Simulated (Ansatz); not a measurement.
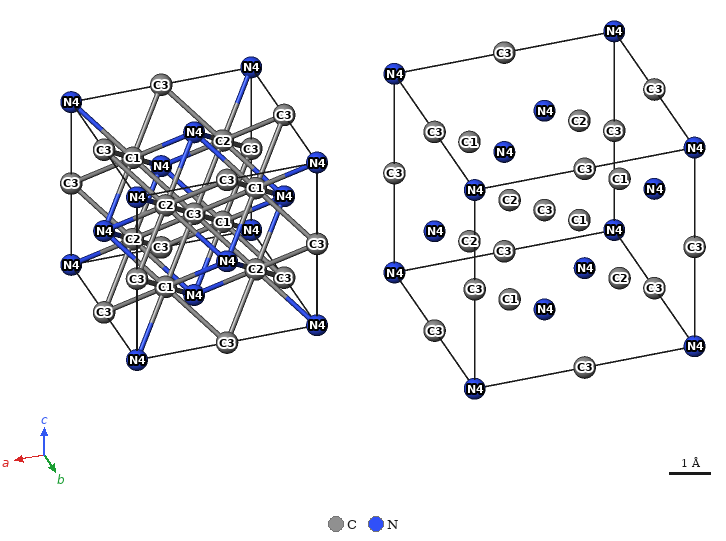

Two geometries of a crystal of C₃N (a generated structure, set up in Fm-3m) (coarse preliminary run), drawn at one scale. One is the start of a relaxation, the other its converged end. Style: ball-and-stick. Shown: the conventional cell (4 times the calculation's cell), from a free direction. Lengths and directions refer to the drawn axes.

Method: DFT PBE, scalar-relativistic, plane waves, PAW in Ansatz. Settings: plane-wave cutoff 420 eV; k-point mesh 6 × 6 × 6; occupations gaussian; smearing width 0.1 eV; no spin polarisation; cell and atoms relaxed; force threshold 0.04 eV/Å; at most 70 steps.

Which of the two is the end point?

The left one is the relaxed one. No atom moves by more than 0.005 Å relative to the cell. Cell: a = b = c 5.850 → 4.791 Å (−18.1 %). Volume −45.1 %. Near-neighbour distances that change, for instance: C1–N4 2.533 → 2.075 Å, C1–C3 2.533 → 2.075 Å. The space group stays Fm-3m (No. 225). Over 7 accepted moves (9 points after the start) the energy falls by 926 meV per atom. All forces vanish by symmetry, so only the cell relaxes. The pressure goes from −31.50 to 0.01 GPa. The SCF was repeated twice at an unchanged geometry on a basis and grid sized afresh for the cell, which shifted the energy by 2.6 meV per atom at most.
